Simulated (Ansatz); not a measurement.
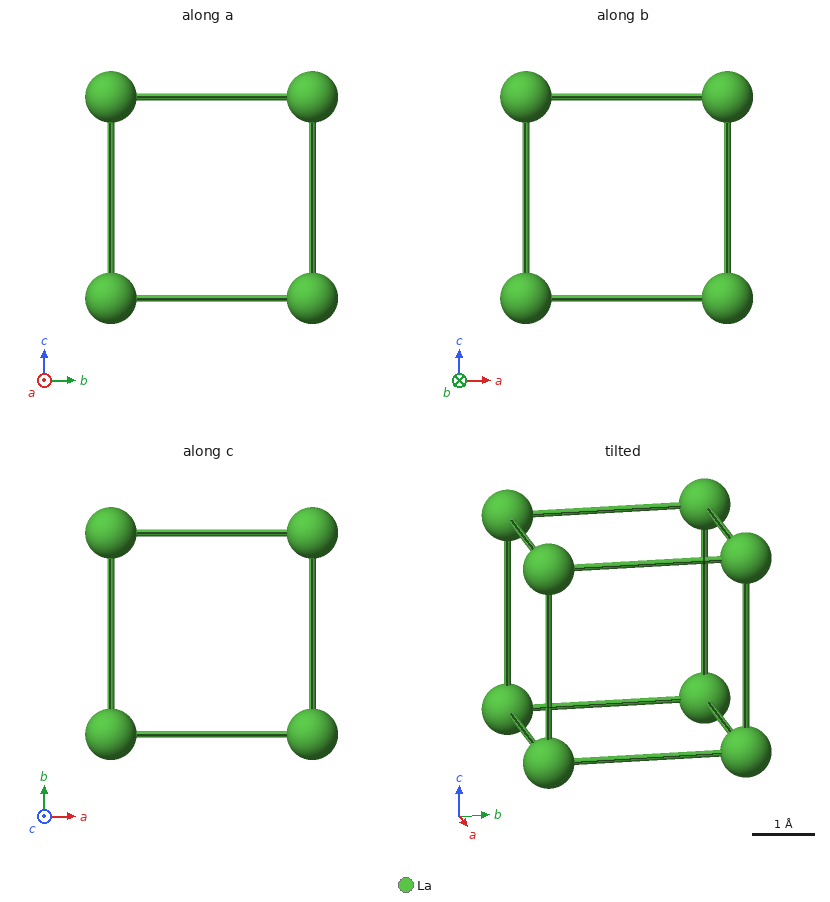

A ball-and-stick rendering, viewed along the a axis, along the b axis, along the c axis and slightly off an axis. The wireframe shows the conventional unit cell.

Lattice parameters: a = 3.2646 Å, b = 3.2646 Å, c = 3.2646 Å, α = 90.000°, β = 90.000°, γ = 90.000°.

Question: Express the structure as a CIF with its space group and independent sites.

Answer:
```cif
data_structure
_symmetry_space_group_name_H-M 'P m -3 m'
_symmetry_Int_Tables_number 221
_cell_length_a 3.2646
_cell_length_b 3.2646
_cell_length_c 3.2646
_cell_angle_alpha 90.000
_cell_angle_beta 90.000
_cell_angle_gamma 90.000
_cell_volume 34.79
loop_
_atom_site_label
_atom_site_type_symbol
_atom_site_symmetry_multiplicity
_atom_site_Wyckoff_symbol
_atom_site_fract_x
_atom_site_fract_y
_atom_site_fract_z
_atom_site_occupancy
La1 La 1 a 0.0000 0.0000 0.0000 1
```

Starting structure: a structure type filled with this element by a generator (whether the element takes this form wasn't checked). Earlier steps of the study may have refined or changed the cell and positions. A calculation with Ansatz used it as input.
